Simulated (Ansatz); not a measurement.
```cif
data_structure
_symmetry_space_group_name_H-M 'P 1'
_symmetry_Int_Tables_number 1
_cell_length_a 3.1967
_cell_length_b 3.1967
_cell_length_c 4.8555
_cell_angle_alpha 90.000
_cell_angle_beta 90.000
_cell_angle_gamma 120.000
_cell_volume 42.97
loop_
_atom_site_label
_atom_site_type_symbol
_atom_site_fract_x
_atom_site_fract_y
_atom_site_fract_z
_atom_site_occupancy
Hf1 Hf 0.66667 0.33333 0.75000 1
Hf2 Hf 0.33333 0.66667 0.25000 1
```

Space group P6₃/mmc; computed pressure about 6 GPa in this cell.

These are results of Ansatz, Kohn-Sham DFT of a periodic cell, PBE, Ansatz PAW, not measurements.

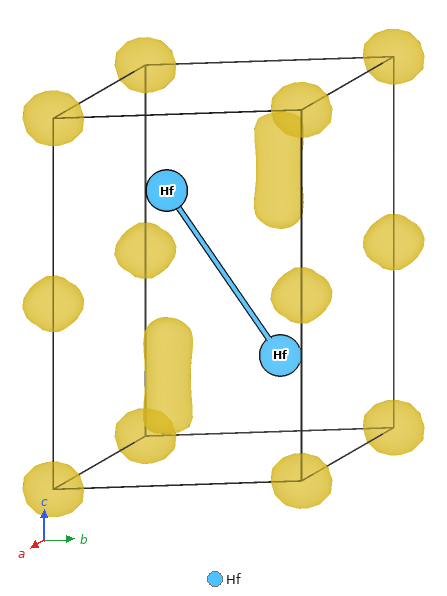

Hf. Isosurface of the ELF at 0.65 (yellow), seen slightly off an axis. Core shells and regions of very low density are left out. Sticks mark near contacts.

Question: Where are the electrons localised?

Answer: The ELF exceeds this value in four pockets between the atoms, centred on no nucleus (multi-centre or interstitial), counted in one cell of 2 atoms. Any copies at cell faces, edges or corners count once. There are no localised bonds or lone pairs at this value. Profiles from the grid: Hf–Hf (3.05 Å): the ELF is about 0.20 at the midpoint: no localised pair shows between them. Hf–Hf (3.20 Å): the ELF is about 0.30 at the midpoint; no shared electron pair shows on this line.

Question: Does the calculation give a band gap?

Answer: It is gapless in this calculation (a metal or semimetal).
